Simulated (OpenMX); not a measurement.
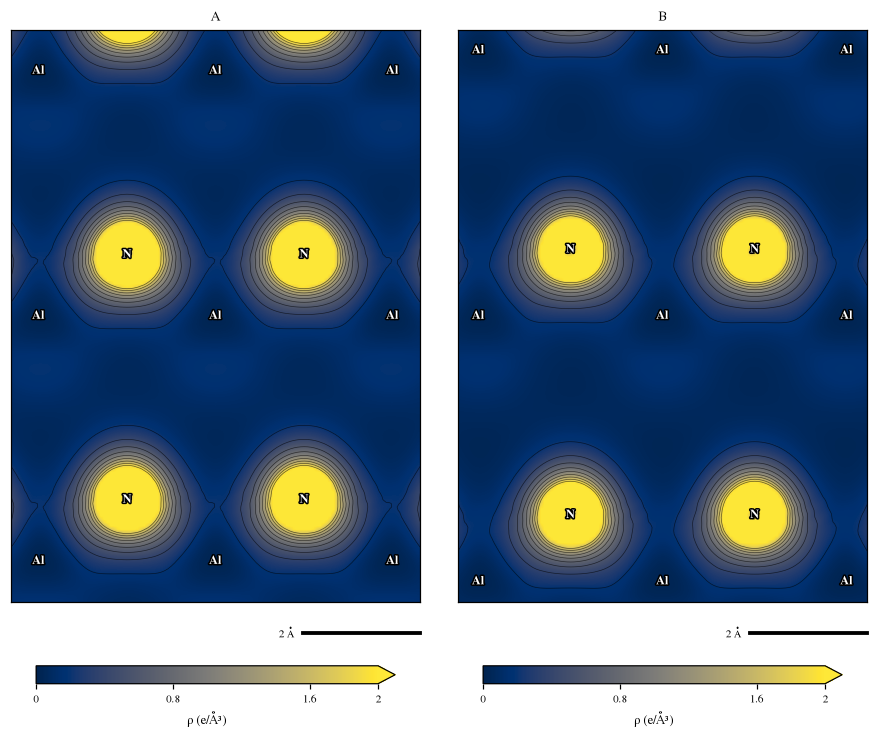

AlN. The valence charge density (pseudo) of two cells that differ in size and shape, on the (011̄) plane of each (indices in the axes of the calculation cell), at one length scale and on one colour scale; one has 9.6 and the other 11.3 Å³ an atom.

Space group I-4m2; a structure from a database of computed crystals, not necessarily the ambient phase.

Method: Kohn-Sham DFT of a periodic cell, PBE, OpenMX 2013 PBE set (OpenMX 3.8.5).

The larger cell:

```cif
data_structure
_symmetry_space_group_name_H-M 'P 1'
_symmetry_Int_Tables_number 1
_cell_length_a 3.1510
_cell_length_b 3.1510
_cell_length_c 3.2122
_cell_angle_alpha 59.356
_cell_angle_beta 59.356
_cell_angle_gamma 61.288
_cell_volume 22.53
loop_
_atom_site_label
_atom_site_type_symbol
_atom_site_fract_x
_atom_site_fract_y
_atom_site_fract_z
_atom_site_occupancy
Al1 Al 0.00000 0.00000 0.00000 1
N1 N 0.25000 0.25000 0.25000 1
```

The smaller cell: a = 3.027 Å, b = 3.027 Å, c = 2.965 Å, α = 60.68°, β = 60.68°, γ = 58.64°.

Which panel shows the smaller cell, and what does the compression change?

Panel A is the smaller cell, by 15 % in volume. From the larger cell to the smaller, Al–N goes from 1.94 to 1.84 Å, and the density at its midpoint from 0.59 to 0.7 e/Å³; the pressure goes from −10 to 24 GPa; the Kohn–Sham gap goes from 3.4 eV to 3.5 eV.
